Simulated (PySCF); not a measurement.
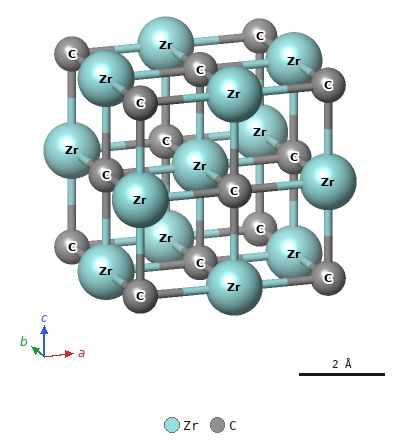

*The structure as given in the input (ball-and-stick view of the cell 4 times as large as that of the calculation, set on its symmetry axes, seen slightly off an axis). An atom can appear more than once, as a periodic image.*

Near neighbours in the periodic cell (some may lie outside the picture): Zr has 6 C at 2.37 Å; C has 6 Zr at 2.37 Å.

Tune calculation of ZrC

The run: tune calculation of ZrC (Fm-3m, 2 atoms in the cell). Method and program: Kohn-Sham DFT of a periodic cell in Gaussian orbitals, LDA, DZVP-MOLOPT-SR/GTH-PBE (PySCF 2.14.0).

The structure derives from an entry of the Crystallography Open Database. The run did not end well. It belongs to a series of runs on one base structure; here: coulomb method = gdf.

**Input**
```python
import json
import numpy as np
from pyscf.pbc import gto, scf, dft, df

cell = gto.Cell()
cell.a = '''
  0.0000000000    2.3650000000    2.3650000000
  2.3650000000    0.0000000000    2.3650000000
  2.3650000000    2.3650000000    0.0000000000'''
cell.atom = '''
Zr   2.3650000000    2.3650000000    2.3650000000
C    0.0000000000    0.0000000000    0.0000000000'''
cell.unit = 'A'
cell.basis = {'C': 'DZVP-MOLOPT-SR-GTH-q4', 'Zr': 'DZVP-MOLOPT-SR-GTH-q12'}
cell.pseudo = {'C': 'GTH-PBE-q4', 'Zr': 'GTH-PBE-q12'}
cell.ke_cutoff = 160  # hartree
cell.exp_to_discard = 0.02
cell.precision = 1e-08
cell.max_memory = 26880  # MB
cell.verbose = 4
cell.build()

res = {}
kpts = cell.make_kpts([3, 3, 3])
mf = dft.KRKS(cell, kpts, xc='LDA_X,LDA_C_PW')
mf = mf.density_fit()
mf.grids = dft.gen_grid.UniformGrids(cell)
mf = mf.smearing(sigma=0.00183747, method='fermi')  # hartree
mf.conv_tol = 1e-07
mf.max_cycle = 60

mf.kernel()
res.update(converged=bool(mf.converged), e_tot=mf.e_tot, nelec=cell.nelectron, nao=cell.nao, mesh=list(map(int, cell.mesh)), a=cell.lattice_vectors().tolist(), coords=cell.atom_coords().tolist(),
           mo_energy=[np.real(x).tolist() for x in mf.mo_energy], mo_occ=[np.real(x).tolist() for x in mf.mo_occ])
res.update(e_free=mf.e_free, e_zero=mf.e_zero)
res.update(kpts=cell.get_scaled_kpts(kpts).tolist())
res['parts'] = {k: float(np.real(v)) for k, v in mf.scf_summary.items() if np.isscalar(v)}
json.dump(res, open('results.json', 'w'))
if not mf.converged:
    raise SystemExit('SCF not converged')

print('levels (eV)')
for i, kp in enumerate(res['kpts'][:40]):
    print('k %7.4f %7.4f %7.4f  ' % tuple(kp), ' '.join('%.3f' % (x * 27.211386) for x in res['mo_energy'][i][:13]))

# Mulliken populations
dm, s = np.asarray(mf.make_rdm1()), np.asarray(mf.get_ovlp())
sites = cell.aoslice_by_atom()[:, 2:]
tot = np.einsum('kij,kji->i', dm, s).real / len(kpts)
res['mulliken'] = [cell.atom_charge(i) - tot[a0:a1].sum() for i, (a0, a1) in enumerate(sites)]
print('Mulliken charges', np.round(res['mulliken'], 5))
res['meta_lowdin'] = mf.mulliken_meta()[1].tolist()
res['done'] = True
json.dump(res, open('results.json', 'w'))
```

Run on 8 threads of Arm Neoverse N1, 90 GiB of memory available, host not shared.

Launched with:
```bash
OMP_NUM_THREADS=8 python -u run.py > log
```

**Log**
```
Discarded 0 diffused primitive functions, 0 contracted functions

PySCF version 2.14.0

[INPUT] verbose = 4
[INPUT] num. atoms = 2
[INPUT] num. electrons = 16
[INPUT] charge = 0
[INPUT] spin (= nelec alpha-beta = 2S) = 0
[INPUT] symmetry False subgroup None
[INPUT] Mole.unit = A
[INPUT] Symbol           X                Y                Z      unit          X                Y                Z       unit  Magmom
[INPUT]  1 Zr     2.365000000000   2.365000000000   2.365000000000 AA    4.469202284596   4.469202284596   4.469202284596 Bohr   0.0
[INPUT]  2 C      0.000000000000   0.000000000000   0.000000000000 AA    0.000000000000   0.000000000000   0.000000000000 Bohr   0.0

nuclear repulsion = -46.8871308249176
number of shells = 7
number of NR pGTOs = 157
number of NR cGTOs = 39
basis = {'C': 'DZVP-MOLOPT-SR-GTH-q4', 'Zr': 'DZVP-MOLOPT-SR-GTH-q12'}
ecp = {}
lattice vectors  a1 [0.000000000, 4.469202285, 4.469202285]
                 a2 [4.469202285, 0.000000000, 4.469202285]
                 a3 [4.469202285, 4.469202285, 0.000000000]
dimension = 3
low_dim_ft_type = None
Cell volume = 178.534
exp_to_discard = 0.02
rcut = 36.370812609706434 (nimgs = [8 8 8])
precision = 1e-08
pseudo = {'C': 'GTH-PBE-q4', 'Zr': 'GTH-PBE-q12'}
ke_cutoff = 160
    = [37 37 37] mesh (50653 PWs)

******** <class 'pyscf.pbc.scf.smearing.SmearingKRKS'> ********
method = SmearingKRKS
initial guess = minao
damping factor = 0
level_shift factor = 0
DIIS = <class 'pyscf.scf.diis.CDIIS'>
diis_start_cycle = 1
diis_space = 8
diis_damp = 0
SCF conv_tol = 1e-07
SCF conv_tol_grad = None
SCF max_cycles = 60
direct_scf = True
direct_scf_tol = 1e-13

******** PBC SCF flags ********
N kpts = 27
Exchange divergence treatment (exxdiv) = ewald
    madelung (= occupied orbital energy shift) = 0.17097988194731661
    Total energy shift due to Ewald probe charge = -1/2 * Nelec*madelung = -1.36783905558
Smearing method = fermi
DF object = <pyscf.pbc.df.df.GDF object>
XC functionals = LDA_X,LDA_C_PW
small_rho_cutoff = 0
Uniform grid, mesh = [37 37 37]
Set gradient conv threshold to 0.000316228

******** <class 'pyscf.pbc.df.rsdf_builder._RSNucBuilder'> ********
mesh = [11 11 11] (1331 PWs)
ke_cutoff = 12.353207312957203
omega = 0.43329817482101707
exclude_d_aux = False
exclude_dd_block = True
j2c_eig_always = False
has_long_range = True
nelec by numeric integration = 16.003607931478587

******** <class 'pyscf.pbc.df.df.GDF'> ********
auxbasis = None
exp_to_discard = 0.02
len(kpts) = 27
ETB for C: l = 0, exps = 0.25642450942 * 2^n , n = 0..5
ETB for C: l = 1, exps = 0.25642450942 * 2^n , n = 0..5
ETB for C: l = 2, exps = 0.25642450942 * 2^n , n = 0..5
ETB for C: l = 3, exps = 0.25642450942 * 2^n , n = 0..5
ETB for C: l = 4, exps = 0.25642450942 * 2^n , n = 0..5
ETB for Zr: l = 0, exps = 0.093701138898 * 2^n , n = 0..7
ETB for Zr: l = 1, exps = 0.093701138898 * 2^n , n = 0..7
ETB for Zr: l = 2, exps = 0.093701138898 * 2^n , n = 0..7
ETB for Zr: l = 3, exps = 0.093701138898 * 2^n , n = 0..7
ETB for Zr: l = 4, exps = 0.093701138898 * 2^n , n = 0..7
ETB for Zr: l = 5, exps = 0.093701138898 * 2^n , n = 0..7
ETB for Zr: l = 6, exps = 0.093701138898 * 2^n , n = 0..7

WARN: Even tempered Gaussians are generated as DF auxbasis for  C Zr

Drop 0 primitive fitting functions
make aux basis, num shells = 86, num cGTOs = 542
auxcell.rcut 19.568443551660977

******** <class 'pyscf.pbc.df.rsdf_builder._RSGDFBuilder'> ********
mesh = [7 7 7] (343 PWs)
ke_cutoff = 4.447154632664593
omega = 0.25334437144569133
exclude_d_aux = True
exclude_dd_block = True
j2c_eig_always = False
has_long_range = True
```

**What the run reported**

```json
{"quantity": "outcome", "value": "stopped at the time limit"}
{"quantity": "space group (tolerance 0.01 Å)", "value": "Fm-3m (225)"}
{"quantity": "wall time", "value": "20 min (CPU time 2.6 h)"}
{"quantity": "peak memory", "value": "1.1 GiB"}
```

The run was cut off by its time limit, so the output is incomplete. Notes on the run: Even tempered Gaussians are generated as DF auxbasis for  C Zr. Points of doubt noted for this run: density mesh low for hard elements.
